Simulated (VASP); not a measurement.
Band-structure calculation of CdSe

The run: band-structure calculation of CdSe (2 atoms in the cell). Method and program: DFT, r2SCAN, plane waves, PAW (VASP 6.6.1).

The structure was built on a prototype by a generator. The geometry comes from this level: r2SCAN (a point of a series of strains). It belongs to a series of runs on one base structure; here: hydrostatic strain -3.0%.

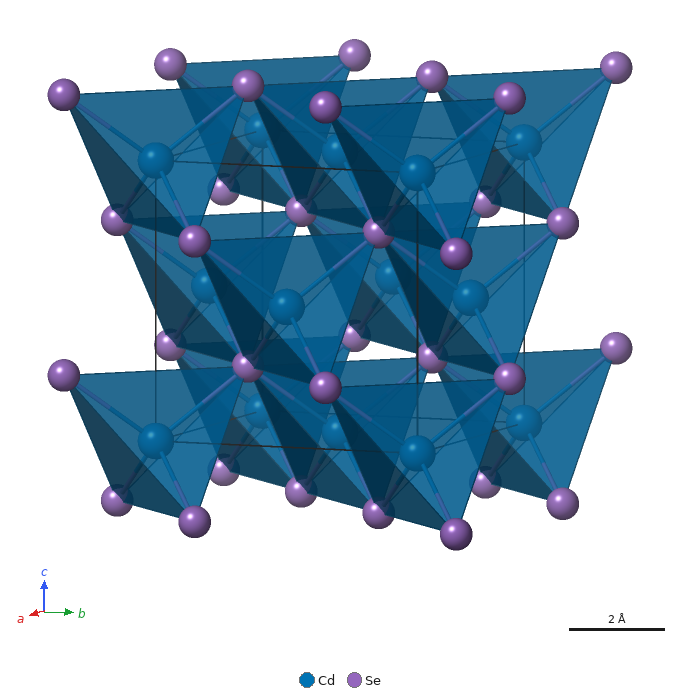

*The input geometry (polyhedral view of the cell 4 times as large as that of the calculation, set on its symmetry axes, seen slightly off an axis; polyhedra are completed across the faces of the cell). An atom can appear more than once, as a periodic image.*

INCAR:
```
ENCUT = 520.000000
SIGMA = 0.010000
EDIFF = 1.00e-07
ALGO = Normal
METAGGA = R2SCAN
PREC = Accurate
IBRION = -1
ISIF = 2
ISMEAR = 0
NBANDS = 16
NELM = 120
NSW = 0
LASPH = .TRUE.
LCHARG = .TRUE.
LELF = .TRUE.
LWAVE = .FALSE.
LREAL = .FALSE.
```

KPOINTS:
```
KPOINTS created by Atomic Simulation Environment
0
Gamma
8 8 8
0 0 0
```

KPOINTS_OPT:
```
special points
6
Reciprocal
0.0000000000 0.0000000000 0.0000000000 1
-0.5000000000 -0.5000000000 0.0000000000 1
-0.3750000000 -0.3750000000 0.2500000000 1
-0.3750000000 0.0000000000 0.3750000000 1
0.0000000000 0.0000000000 0.5000000000 1
-0.5000000000 -0.2500000000 0.2500000000 1
```

POSCAR:
```
Cd Se
 1.0000000000000000
     0.0000000000000000    2.9757475364000001    2.9757475364000001
     2.9757475364000001    0.0000000000000000    2.9757475364000001
     2.9757475364000001    2.9757475364000001    0.0000000000000000
 Cd  Se
   1   1
Cartesian
  0.0000000000000000  0.0000000000000000  0.0000000000000000
  1.4878737682000001  1.4878737682000001  1.4878737682000001
```

Hardware: 1 CPU thread, shared host.

Launch command:
```bash
mpirun -np 1 vasp_std
```

OSZICAR:
```
N       E                     dE             d eps       ncg     rms          rms(c)
DAV:   1     0.807177705131E+02    0.80718E+02   -0.89844E+03   928   0.104E+03
DAV:   2    -0.364119972901E+02   -0.11713E+03   -0.11072E+03  1104   0.260E+02
DAV:   3    -0.406522286054E+02   -0.42402E+01   -0.42341E+01  1176   0.522E+01
DAV:   4    -0.406678821766E+02   -0.15654E-01   -0.15653E-01  1136   0.320E+00
DAV:   5    -0.406679819975E+02   -0.99821E-04   -0.99821E-04  1160   0.223E-01    0.699E+00
DAV:   6    -0.358478453136E+02    0.48201E+01   -0.29488E+00   960   0.245E+01    0.819E+00
DAV:   7    -0.358140830113E+02    0.33762E-01   -0.23088E-01  1104   0.490E+00    0.477E+00
DAV:   8    -0.358210902573E+02   -0.70072E-02   -0.70468E-02  1128   0.274E+00    0.844E-01
DAV:   9    -0.358242373437E+02   -0.31471E-02   -0.52708E-03  1208   0.602E-01    0.192E-01
DAV:  10    -0.358242027434E+02    0.34600E-04   -0.18046E-03  1168   0.410E-01    0.988E-02
DAV:  11    -0.358241615978E+02    0.41146E-04   -0.10518E-04  1064   0.147E-01    0.472E-02
DAV:  12    -0.358241605726E+02    0.10253E-05   -0.10847E-04  1136   0.129E-01    0.198E-02
DAV:  13    -0.358241580859E+02    0.24867E-05   -0.62771E-06  1056   0.388E-02    0.364E-03
DAV:  14    -0.358241576565E+02    0.42938E-06   -0.83654E-07  1112   0.111E-02    0.192E-03
DAV:  15    -0.358241577292E+02   -0.72714E-07   -0.10524E-07   632   0.475E-03
   1 F= -.35824158E+02 E0= -.35824158E+02  d E =-.172055E-31
       N       E                     dE             ncg
DAV:   1     0.530870287466E+03   -0.31211E+04      200
DAV:   2    -0.127846480878E+03   -0.65872E+03      224
DAV:   3    -0.151049848974E+03   -0.23203E+02      240
DAV:   4    -0.151135811982E+03   -0.85963E-01      232
DAV:   5    -0.151136362143E+03   -0.55016E-03      256
DAV:   6    -0.151136368937E+03   -0.67936E-05      232
DAV:   7    -0.151136369038E+03   -0.10103E-06      256
DAV:   8    -0.151136369040E+03   -0.24174E-08      176
```

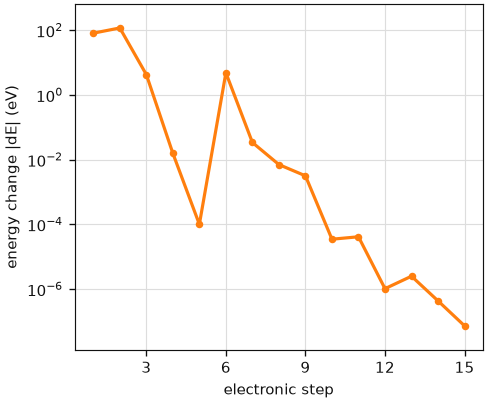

*Convergence of the self-consistent field: energy change |dE| against the electronic step.*

It takes 15 electronic steps. The density is held fixed in the first few steps, and dE rises again when its update begins.

Parts of OUTCAR:
```
k-points           NKPTS =     29   k-points in BZ     NKDIM =     29   number of bands    NBANDS=     16

   NELECT =      18.0000    total number of electrons

   dimension x,y,z NGX =    32 NGY =   32 NGZ =   32
   dimension x,y,z NGXF=    64 NGYF=   64 NGZF=   64

  energy-cutoff  :      520.00
  volume of cell :       52.70
      direct lattice vectors                 reciprocal lattice vectors
     0.000000000  2.975747536  2.975747536    -0.168025007  0.168025007  0.168025007
     2.975747536  0.000000000  2.975747536     0.168025007 -0.168025007  0.168025007
     2.975747536  2.975747536  0.000000000     0.168025007  0.168025007 -0.168025007

 k-points in reciprocal lattice and weights: KPOINTS created by Atomic Simulation Env
   0.00000000  0.00000000  0.00000000       0.002
   0.12500000  0.00000000  0.00000000       0.016
   0.25000000  0.00000000  0.00000000       0.016
   0.37500000  0.00000000  0.00000000       0.016
   0.50000000  0.00000000  0.00000000       0.008
   0.12500000  0.12500000  0.00000000       0.012
   0.25000000  0.12500000  0.00000000       0.047
   0.37500000  0.12500000  0.00000000       0.047
   0.50000000  0.12500000  0.00000000       0.047
  -0.37500000  0.12500000  0.00000000       0.047
  -0.25000000  0.12500000  0.00000000       0.047
  -0.12500000  0.12500000  0.00000000       0.023
   0.25000000  0.25000000  0.00000000       0.012
   0.37500000  0.25000000  0.00000000       0.047
   0.50000000  0.25000000  0.00000000       0.047
  -0.37500000  0.25000000  0.00000000       0.047
  -0.25000000  0.25000000  0.00000000       0.023
   0.37500000  0.37500000  0.00000000       0.012
   0.50000000  0.37500000  0.00000000       0.047
  -0.37500000  0.37500000  0.00000000       0.023
   0.50000000  0.50000000  0.00000000       0.006
   0.37500000  0.25000000  0.12500000       0.047
   0.50000000  0.25000000  0.12500000       0.094
  -0.37500000  0.25000000  0.12500000       0.047
   0.50000000  0.37500000  0.12500000       0.047
  -0.37500000  0.37500000  0.12500000       0.094
  -0.25000000  0.37500000  0.12500000       0.047
  -0.37500000  0.50000000  0.12500000       0.023
  -0.25000000  0.50000000  0.25000000       0.012

 E-fermi :   1.2710

 k-point     1 :       0.0000    0.0000    0.0000
  band No.  band energies     occupation
      1     -12.2368      2.00000
      2      -7.2219      2.00000
      3      -7.2218      2.00000
      4      -7.2218      2.00000
      5      -6.7372      2.00000
      6      -6.7372      2.00000
      7       1.1917      2.00000
      8       1.1917      2.00000
      9       1.1917      2.00000
     10       2.4238      0.00000
     11       7.6558      0.00000
     12       7.6558      0.00000
     13       7.6558      0.00000
     14      11.8241      0.00000
     15      12.9925      0.00000
     16      12.9925      0.00000

 k-point     2 :       0.1250    0.0000    0.0000
  band No.  band energies     occupation
      1     -12.1732      2.00000
      2      -7.2002      2.00000
      3      -7.2002      2.00000
      4      -7.1665      2.00000
      5      -6.7384      2.00000
      6      -6.7384      2.00000
      7       0.0087      2.00000
      8       1.0479      2.00000
      9       1.0479      2.00000
     10       3.3549      0.00000
     11       7.4386      0.00000
     12       7.8826      0.00000
     13       7.8827      0.00000
     14      12.1304      0.00000
     15      12.1304      0.00000
     16      12.5151      0.00000

 k-point     3 :       0.2500    0.0000    0.0000
  band No.  band energies     occupation
      1     -12.0177      2.00000
      2      -7.1526      2.00000
      3      -7.1526      2.00000
      4      -6.9726      2.00000
      5      -6.7347      2.00000
      6      -6.7347      2.00000
      7      -1.6283      2.00000
      8       0.7305      2.00000
      9       0.7305      2.00000
     10       4.0798      0.00000
     11       7.7247      0.00000
     12       8.2090      0.00000
     13       8.2090      0.00000
     14      11.8877      0.00000
     15      11.8877      0.00000
     16      11.9225      0.00000

 k-point     4 :       0.3750    0.0000    0.0000
  band No.  band energies     occupation
      1     -11.8601      2.00000
      2      -7.1141      2.00000
      3      -7.1141      2.00000
      4      -6.7189      2.00000
      5      -6.7189      2.00000
      6      -6.6246      2.00000
      7      -3.0264      2.00000
      8       0.4438      2.00000
      9       0.4438      2.00000
     10       4.1729      0.00000
     11       8.1944      0.00000
     12       8.1944      0.00000
     13       8.7191      0.00000
     14      11.6765      0.00000
     15      12.9167      0.00000
     16      12.9167      0.00000

 k-point     5 :       0.5000    0.0000    0.0000
  band No.  band energies     occupation
      1     -11.7946      2.00000
      2      -7.1015      2.00000
      3      -7.1015      2.00000
      4      -6.7080      2.00000
      5      -6.7080      2.00000
      6      -6.3788      2.00000
      7      -3.6549      2.00000
      8       0.3318      2.00000
      9       0.3318      2.00000
     10       4.1424      0.00000
     11       8.1212      0.00000
     12       8.1212      0.00000
     13       9.1962      0.00000
     14      12.0342      0.00000
     15      14.2346      0.00000
     16      14.2346      0.00000

 [... the levels of 23 k-points are left out ...]

 k-point    29 :      -0.2500    0.5000    0.2500
  band No.  band energies     occupation
      1     -11.6569      2.00000
      2      -6.9904      2.00000
      3      -6.9702      2.00000
      4      -6.7814      2.00000
      5      -6.7357      2.00000
      6      -6.1388      2.00000
      7      -3.1234      2.00000
      8      -1.3519      2.00000
      9      -1.3476      2.00000
     10       6.7036      0.00000
     11       7.0143      0.00000
     12       8.3855      0.00000
     13       9.2332      0.00000
     14      12.9581      0.00000
     15      14.8213      0.00000
     16      15.3318      0.00000

  Total        2.0056740      2.0056740      2.0056740      0.0000000     -0.0000000      0.0000000
  in kB       60.9751235     60.9751235     60.9751235      0.0000000     -0.0000000      0.0000000
  external PRESSURE =      60.9751235 kB  Pullay stress =       0.0000000 kB

 POSITION                                       TOTAL-FORCE (eV/Angst)
 -----------------------------------------------------------------------------------
      0.00000      0.00000      0.00000        -0.000000     -0.000000     -0.000000
      1.48787      1.48787      1.48787         0.000000      0.000000      0.000000
 -----------------------------------------------------------------------------------
    total drift:                                0.000000      0.000000      0.000000

  FREE ENERGIE OF THE ION-ELECTRON SYSTEM (eV)
  ---------------------------------------------------
  free  energy   TOTEN  =       -35.8241577292 eV

  energy  without entropy=      -35.8241577292  energy(sigma->0) =      -35.82415773
```

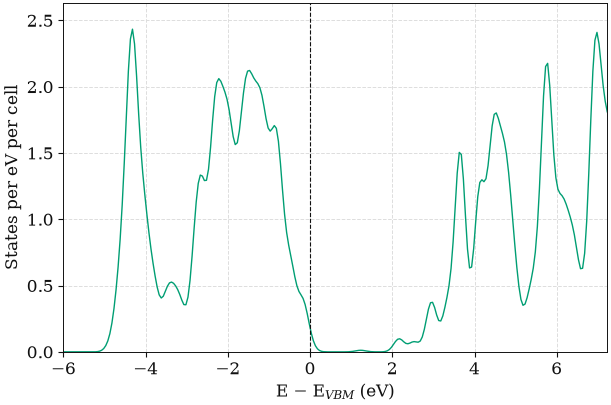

*Density of states (the curve is built from the levels of the k mesh with Gaussians 0.3 eV wide, which also blur the band edges), with energies from the valence-band top.*

There is a gap of 1.23 eV on the k-point mesh. Small ripples come from the finite k-point mesh.

Results in brief:

| quantity | value |
| --- | --- |
| outcome | converged |
| space group (tolerance 0.01 Å) | F-43m (216) |
| electrons treated | 18 |
| free energy | −35.8242 eV |
| Fermi energy | 1.271 eV |
| band gap | 1.23 eV |
| pressure | 6.10 GPa |
| largest force (length of the vector) | under 0.001 eV/Å |
| wall time | 53 s |
| peak memory | 0.19 GiB |

Notes:

The cell is under a pressure of 6.1 GPa at this level, so it is not at its equilibrium volume.
